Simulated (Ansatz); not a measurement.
Structure data:

```xyz
24
Lattice="5.2620 0.0000 0.0000 0.0000 7.7497 0.0000 0.0000 0.0000 8.9974" Properties=species:S:1:pos:R:3 pbc="T T T"
Si    0.0000    0.3488    7.4430
Si    2.6310    0.3488    6.0531
Si    0.0000    7.4008    1.5544
Si    2.6310    7.4008    2.9443
O     2.6310    5.8122    2.7543
O     2.6310    1.9374    6.2431
O     3.9465    7.4832    6.7481
O     3.9465    0.2664    2.2494
O     1.3155    0.2664    2.2494
O     1.3155    7.4832    6.7481
O     0.0000    0.0000    0.0000
O     2.6310    0.0000    4.4987
Si    2.6310    4.2237    2.9443
Si    0.0000    4.2237    1.5544
Si    2.6310    3.5260    6.0531
Si    0.0000    3.5260    7.4430
O     0.0000    1.9374    7.2530
O     0.0000    5.8122    1.7444
O     1.3155    3.6084    2.2494
O     1.3155    4.1413    6.7481
O     3.9465    4.1413    6.7481
O     3.9465    3.6084    2.2494
O     2.6310    3.8748    4.4987
O     0.0000    3.8748    0.0000
```

Q: Before looking at a picture, describe the arrangement of atoms.

A: The material is SiO$_{2}$. Its lattice is body-centred orthorhombic, its space group Imma (No. 74). The cell has 24 atoms, namely 8 Si, 16 O. Each Si atom is coordinated by four O in a tetrahedral arrangement at 1.59 to 1.61 Å. O is coordinated by two Si at 1.59 to 1.61 Å. The bonds build a three-dimensional framework.

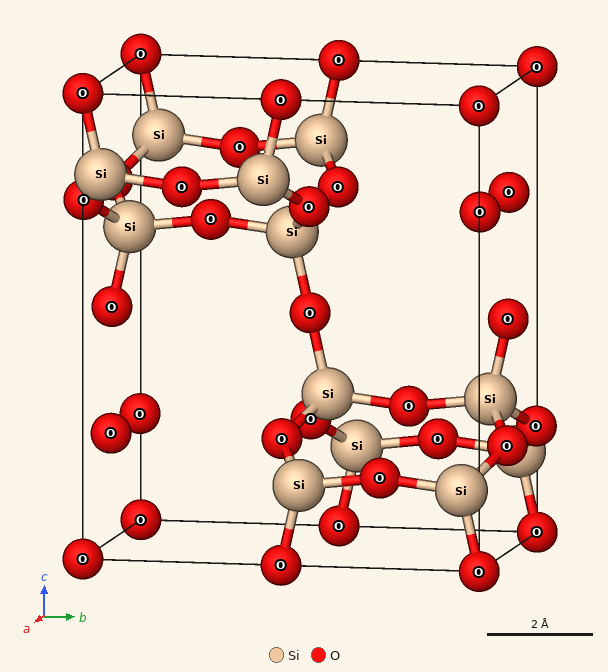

Structure drawing (ball-and-stick), viewed slightly off an axis. Atoms at the boundary of the conventional unit cell (the box) are drawn once for each face, edge or corner they touch.

The cell started as a structure listed in the Materials Project. Earlier steps of the study, as a rule a relaxation of our own, may have changed the cell and positions, so they can lie some per cent off the listed ones. A calculation with Ansatz used it as input.
